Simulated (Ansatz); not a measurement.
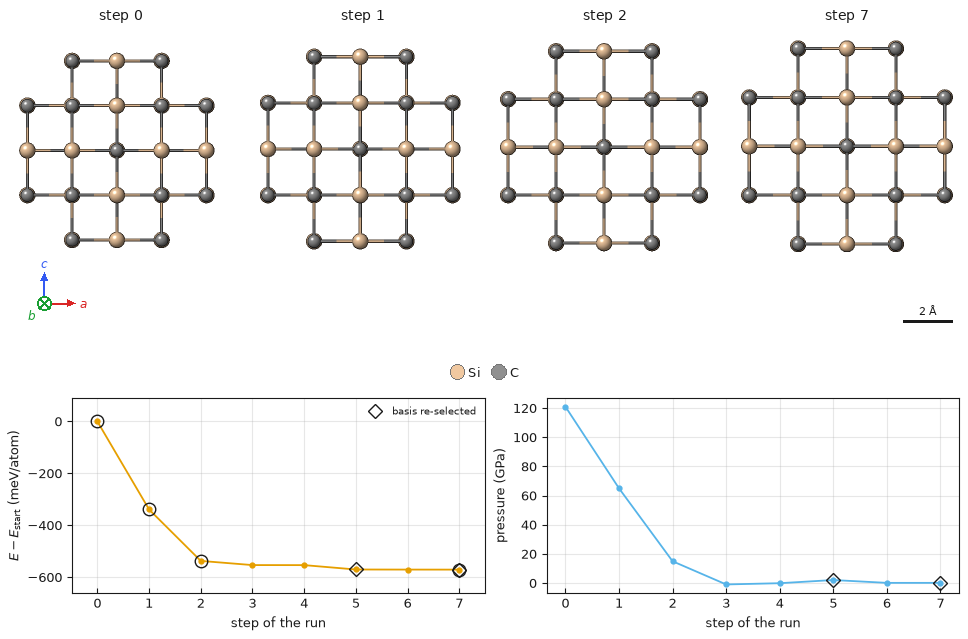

Frames of a relaxation of crystalline SiC (a generated structure, set up in Fm-3m) (coarse preliminary run), marked on the history of the run. Style: ball-and-stick. Shown: the conventional cell (4 times the calculation's cell), along the b axis. Lengths and directions refer to the drawn axes.

Case: Ti → Si on all its sites, cell and atoms relaxed.

Computed with DFT PBEsol, scalar-relativistic, plane waves, PAW (Ansatz). Set-up: plane-wave cutoff 420 eV; k-point mesh 10 × 10 × 10; occupations gaussian; smearing width 0.1 eV; no spin polarisation; cell and atoms relaxed; force threshold 0.05 eV/Å; at most 60 steps.

### What happens along the run?

Over 5 accepted moves (7 points after the start) the energy falls by 571 meV per atom. All forces vanish by symmetry, so only the cell relaxes. Pressure: 121.06 GPa at the start and 0.18 GPa at the end. The SCF was repeated twice at an unchanged geometry on a basis and grid sized afresh for the cell, which shifted the energy by 16.9 meV per atom at most. The atoms keep their places relative to the cell (all moves are under 0.005 Å). The drawn cell changes as follows: a = b = c 3.694 → 4.034 Å (+9.2 %); the volume changes by +30.2 %. Among the contacts that change: C–Si 1.847 → 2.017 Å. The space group stays Fm-3m (No. 225). From step 0 to 1: volume +9.5 %, energy −339 meV per atom. From step 1 to 2: volume +12.4 %, energy −198 meV per atom. From step 2 to 7: volume +5.8 %, energy −33.6 meV per atom.

```json
{"step": "0", "E − E(0), meV/atom": "0.00", "pressure, GPa": "121.06", "volume, Å³/atom": "6.301", "note": ""}
{"step": "1", "E − E(0), meV/atom": "-338.95", "pressure, GPa": "65.04", "volume, Å³/atom": "6.899", "note": ""}
{"step": "2", "E − E(0), meV/atom": "-537.12", "pressure, GPa": "15.01", "volume, Å³/atom": "7.752", "note": ""}
{"step": "3", "E − E(0), meV/atom": "-553.20", "pressure, GPa": "-0.90", "volume, Å³/atom": "8.166", "note": ""}
{"step": "4", "E − E(0), meV/atom": "-553.35", "pressure, GPa": "-0.05", "volume, Å³/atom": "8.139", "note": ""}
{"step": "5", "E − E(0), meV/atom": "-570.20", "pressure, GPa": "2.12", "volume, Å³/atom": "8.139", "note": "same geometry, new basis"}
{"step": "6", "E − E(0), meV/atom": "-570.53", "pressure, GPa": "0.18", "volume, Å³/atom": "8.204", "note": ""}
{"step": "7", "E − E(0), meV/atom": "-570.68", "pressure, GPa": "0.18", "volume, Å³/atom": "8.204", "note": "same geometry, new basis"}
```
